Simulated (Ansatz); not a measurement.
System: Cd7F16 (cell with a defect).

```
Cd F
1.0
    -5.44448    0.00000    5.44448
    -5.44448   -5.44448    0.00000
     0.00000   -5.44448    5.44448
Cd F
7 16
Direct
  0.00000 0.00000 0.50000
  0.00000 0.50000 0.00000
  0.00000 0.00000 0.00000
  0.50000 0.50000 0.50000
  0.50000 0.00000 0.50000
  0.50000 0.50000 0.00000
  0.50000 0.00000 0.00000
  0.13383 0.12206 0.12206
  0.13521 0.63521 0.09436
  0.13521 0.09436 0.63521
  0.13521 0.63521 0.63521
  0.62206 0.12206 0.12206
  0.62206 0.63383 0.12206
  0.62206 0.12206 0.63383
  0.59436 0.63521 0.63521
  0.40564 0.36479 0.36479
  0.37794 0.87794 0.36617
  0.37794 0.36617 0.87794
  0.37794 0.87794 0.87794
  0.86479 0.36479 0.36479
  0.86479 0.90564 0.36479
  0.86479 0.36479 0.90564
  0.86617 0.87794 0.87794
```

Theory: DFT PBE+D3(BJ), scalar-relativistic, plane waves, PAW (Ansatz).

What will maps of the valence pseudo-density and electron localisation function show?

Answer. Cd–F (2.30 Å): the density is about 0.34 e/Å³ at the midpoint; the ELF peaks at about 0.80 in the valence shell of F, 0.6 Å from its nucleus, and drops to about 0.10 between the two atoms: no shared electron pair shows on this line.
Cd–F (2.38 Å): ρ at the midpoint is about 0.29 e/Å³; the ELF is about 0.05 at the midpoint: no localised pair shows between them.

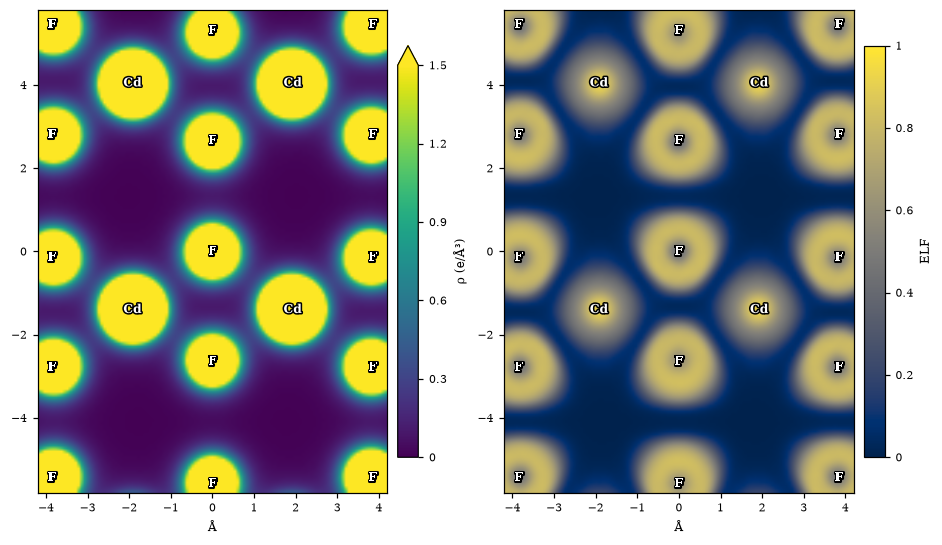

Computed valence pseudo-density and electron localisation function on the (101̄) plane of the calculation cell, in this order. 

The density is the valence pseudo-density of a PAW calculation; it isn't the true density close to the nuclei.
